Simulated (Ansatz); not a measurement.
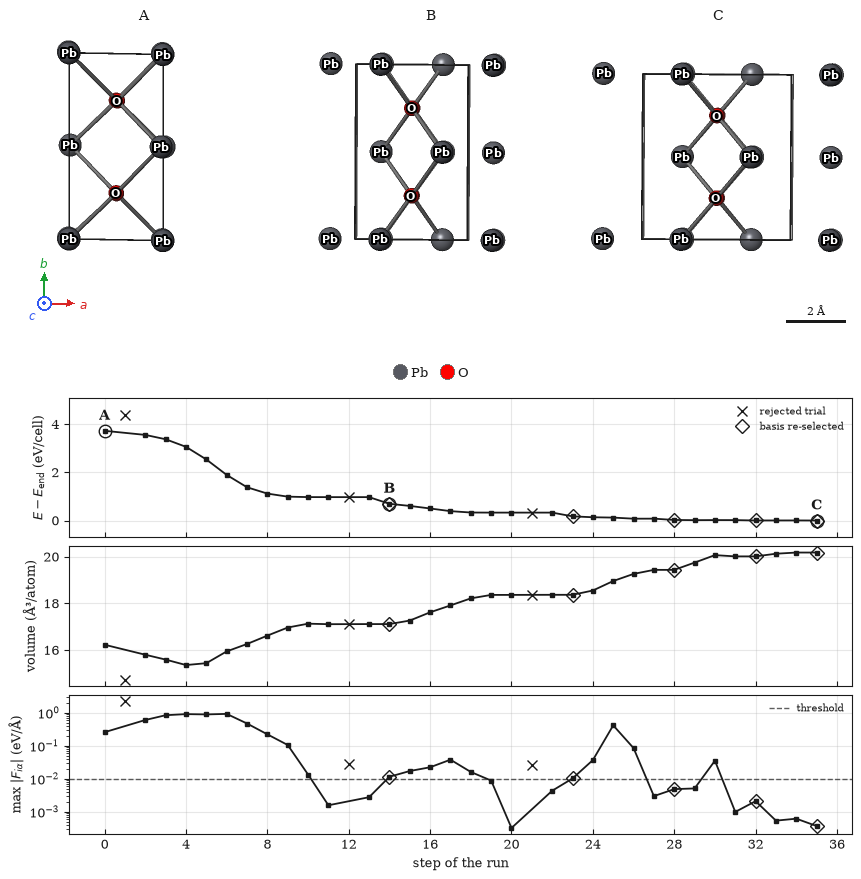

Frames of a relaxation of crystalline PbO (built on the CsCl type), marked on the history of the run. Style: ball-and-stick. Shown: the cell of the calculation, along the c axis.

Case: shaken.

All numbers below come from DFT, PBEsol, plane waves, PAW in Ansatz.

The input:
```yaml
crystal:
  lattice:
    - [3.2054283948, -0.0283828663, 0.0458427402]
    - [-0.0567657326, 6.3545487727, 0.0164232788]
    - [0.0916854803, 0.0164232788, 6.3752981602]
  atoms:
    - { symbol: Pb, position: [-0.0035473958, -0.0006380712, 0.0026949232] }
    - { symbol: O, position: [0.5002757473, 0.2477539285, 0.244660128] }
    - { symbol: Pb, position: [-0.0105865212, 0.0045823869, 0.4966053257] }
    - { symbol: O, position: [0.4984904773, 0.2516385765, 0.7514134865] }
    - { symbol: Pb, position: [-0.0230226952, 0.5032521455, -0.0002767079] }
    - { symbol: O, position: [0.5006593822, 0.748957154, 0.2428020869] }
    - { symbol: Pb, position: [0.0083368031, 0.5039709973, 0.4957382107] }
    - { symbol: O, position: [0.5105721542, 0.7467721864, 0.7555110596] }
kpoints:
  mp_grid: { grid: [6, 4, 4] }
hamiltonian:
  xc: pbesol
scf:
  occupations: { method: fermi_dirac, width: 0.05 }
relax:
  f_tol: 0.01
  cell: {}
  max_steps: 120
output:
  write_density: true
  write_potential: true
  elf: true
  volumetric_format: npy
```

Command:
```bash
ansatz run input.yaml --threads 2 --pin off --max-ram 2211MiB --backend cpu --events-out ev --progress --plain --runs-dir out
```

Question: Describe the path.

Answer: After 27 accepted moves (35 points after the start) the energy has fallen by 3.725 eV per cell of the calculation. Largest force component: 0.26 eV/Å at the start, 0.00037 eV/Å at the end. The pressure goes from −2.77 to 0.01 GPa. The line search rejected the trial steps at points 1, 12, 21 of the run. The SCF was repeated 5 times at an unchanged geometry on a basis and grid sized afresh for the cell, which shifted the energy by 0.277 eV per cell of the calculation at most. Pb1 moves most relative to the cell: 1.36 Å along +a. By element the largest moves are Pb 1.36 Å, O 0.08 Å. The volume changes by +24.4 %, with a 3.206 → 5.074 Å (+58.3 %), b 6.355 → 5.641 Å (−11.2 %), c 6.376 → 5.641 Å (−11.5 %), α 89.7° → 90.0°, β 88.4° → 90.0°, γ 91.0° → 90.0°. Near-neighbour distances that change, for instance: Pb1–O6 2.674 → 4.370 Å, O2–Pb3 2.718 → 4.370 Å, Pb5–O8 2.734 → 4.370 Å, Pb1–O8 2.750 → 4.372 Å. The space group (tolerance 0.01 Å) goes from P1 (No. 1) to P4/nmm (No. 129). The run took 18 min on 2 threads of Intel(R) Xeon(R) Processor @ 2.50GHz (Skylake/Cascade Lake) (shared host), peak memory 0.62 GiB. From step 0 to 14: Pb1 moves most (0.87 Å), volume +5.5 %, energy −3.032 eV per cell of the calculation. From step 14 to 35: Pb atoms move most (0.21 Å), volume +17.9 %, energy −0.694 eV per cell of the calculation.
